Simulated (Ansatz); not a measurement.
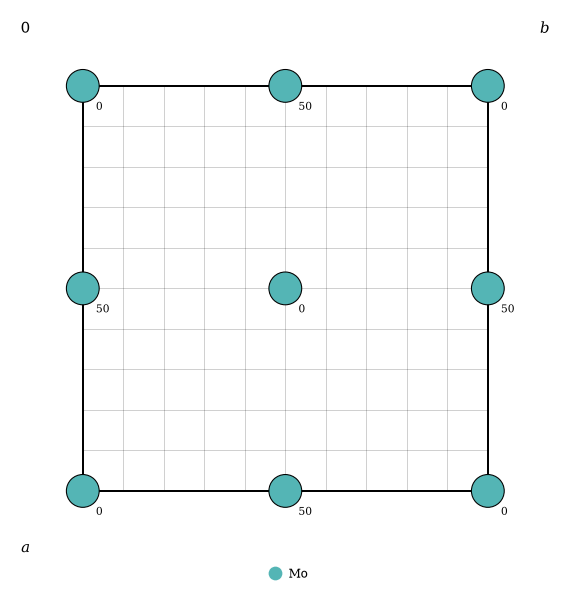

Plan of a unit cell projected along c (a down the page, b across); the numbers are heights in hundredths of c, and atoms on the cell's edges are repeated. The grid marks tenths of a and b. Source: the input geometry of an electronic-structure calculation (not necessarily at equilibrium); the starting structure was generated, so it need not be a known form of this composition. Symmetry computed with spglib at a tolerance of 0.002 Å; standard conventional cell.

a = 3.969 Å, b = 3.969 Å, c = 3.969 Å, α = 90.00°, β = 90.00°, γ = 90.00°.

What does the cell contain?

Answer. 4 Mo: Mo, Z = 4.

Which space group?

Answer. Fm-3m (No. 225), face-centred cubic.

Give the independent sites, coordinates to two places.

Answer.
```
atom  site  symmetry     x     y     z
  Mo    4a      m-3m  0.00  0.00  0.00
```
